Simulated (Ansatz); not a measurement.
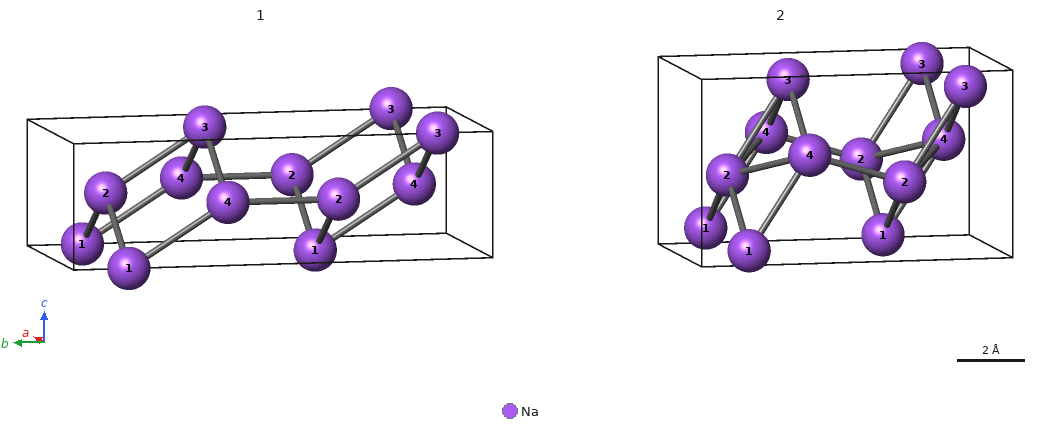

Two geometries of solid Na (built on the alpha-gallium_64 type), drawn at one scale. One is the start of a relaxation, the other its converged end. The picture is a ball-and-stick view of the conventional cell (2 times the calculation's cell), seen from a free direction. Lengths and directions refer to the drawn axes.

Theory: DFT PBE, scalar-relativistic, plane waves, PAW in Ansatz. (plane-wave cutoff 420 eV; k-point mesh 10 × 10 × 8; occupations gaussian; smearing width 0.1 eV; no spin polarisation; cell and atoms relaxed; force threshold 0.01 eV/Å; at most 80 steps)

**Which one is relaxed?**

Structure 1 is the relaxed one. Case: alpha-gallium type (Cmce, No. 64). The largest moves relative to the cell, 0.40 Å, are those of Na1, Na2, Na3 and Na4. Na3 goes roughly along [0 −1 3]. The drawn cell changes as follows: a 5.682 → 6.086 Å (+7.1 %), b 9.630 → 12.975 Å (+34.7 %), c 5.690 → 3.833 Å (−32.6 %); the volume changes by −2.8 %. Some distances before and after: Na1–Na2 4.695 → 3.596 Å, Na1–Na3 3.521 → 4.320 Å, Na1–Na3 (another image) 3.070 → 3.421 Å, Na1–Na4 3.409 → 3.616 Å. New bonds form: Na1–Na2 (4.70 → 3.60 Å), Na3–Na4 (4.70 → 3.60 Å). Bond angles that change, for instance: Na4–Na1–Na4 113.1° → 64.0°, Na3–Na1–Na4 106.5° → 148.0°, Na2–Na1–Na4 61.8° → 73.6°. The space group (tolerance 0.01 Å) goes from Cmce (No. 64) to Fmmm (No. 69). After 18 accepted moves (22 points after the start) the energy has fallen by 136 meV per atom. Largest force component: 0.051 eV/Å at the start, 0.00059 eV/Å at the end. The pressure goes from 0.71 to 0.01 GPa. The line search rejected the trial steps at points 11, 13 of the run. The SCF was repeated twice at an unchanged geometry on a basis and grid sized afresh for the cell, which shifted the energy by 14.6 meV per atom at most.
